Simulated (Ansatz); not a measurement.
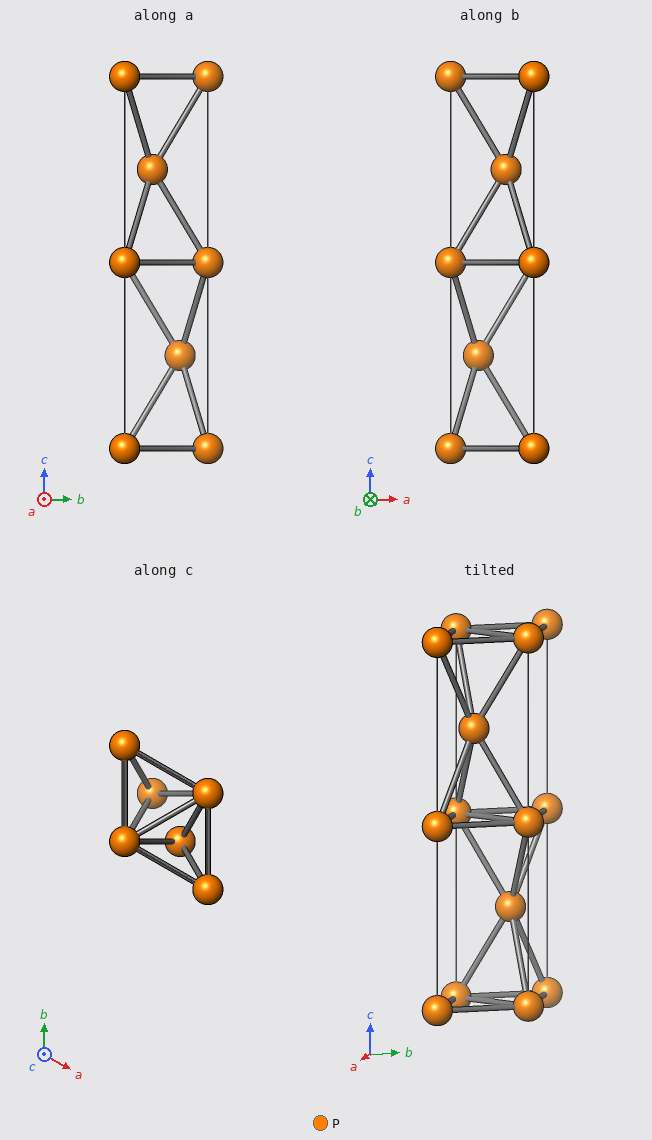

The figure gives a ball-and-stick picture of the atoms, viewed along the a axis, along the b axis, along the c axis and slightly off an axis. The edges of the conventional unit cell are marked.

Lattice parameters: a = 2.610 Å, b = 2.610 Å, c = 10.106 Å, α = 90.00°, β = 90.00°, γ = 120.00°. Put a along x and b in the xy plane.

Question: Set out the cell and atoms as a POSCAR file.

Answer:
```
P
1.0
     2.610    0.000    0.000
    -1.305    2.261    0.000
     0.000    0.000   10.106
P
4
Direct
  0.0000 0.0000 0.0000
  0.0000 0.0000 0.5000
  0.3333 0.6667 0.2500
  0.6667 0.3333 0.7500
```

The starting point was a structure type filled with this element by a generator (whether the element takes this form wasn't checked). Earlier steps of the study may have refined or changed the cell and positions. It went into a calculation with Ansatz.
